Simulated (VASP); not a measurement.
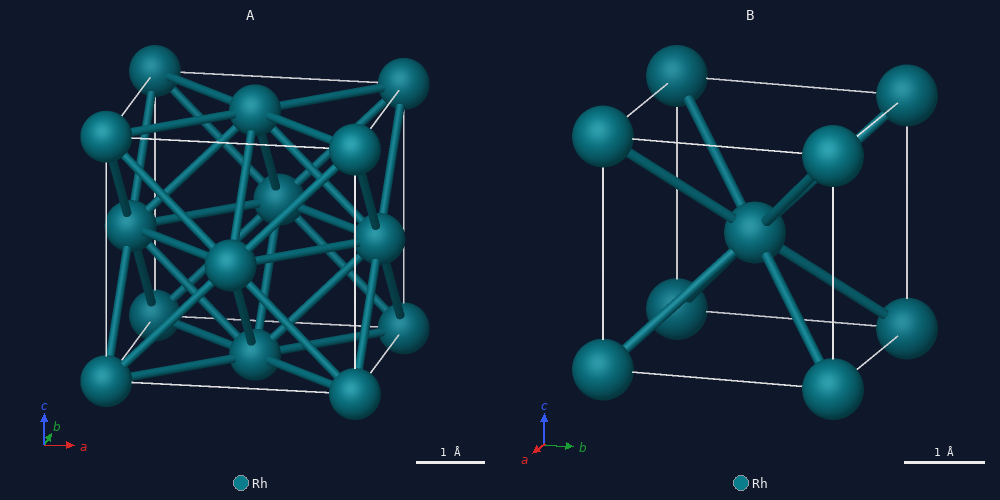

Two structures of Rh, each relaxed (cell and atoms) at zero pressure; conventional cells in solid outline, small ones repeated, each panel with its own scale. Alike in all runs: VASP 6.6.1; functional PBEsol; VASP's PAW PBE potentials, release 64 (Rh_pv); cutoff 600 eV; occupations gaussian, width 0.1 eV; no spin polarisation; no spin-orbit coupling. The k meshes have like spacings.

> Give the type and space group of each panel.

A: face-centred cubic (Cu type), Fm-3m; B: body-centred cubic (W type), Im-3m.

> Which of these is lowest in energy, and how far above it do the others lie?

A, then B (+388 meV/atom), static energies at zero smearing.

> Collect the results in a table.

| panel | space group | E − E(lowest) (meV/atom) | volume (Å³/atom) |
| --- | --- | --- | --- |
| A | Fm-3m | 0 | 13.5 |
| B | Im-3m | 388 | 13.9 |

The starts are database entries or structure types tried for this composition, and the most stable form need not be among them.
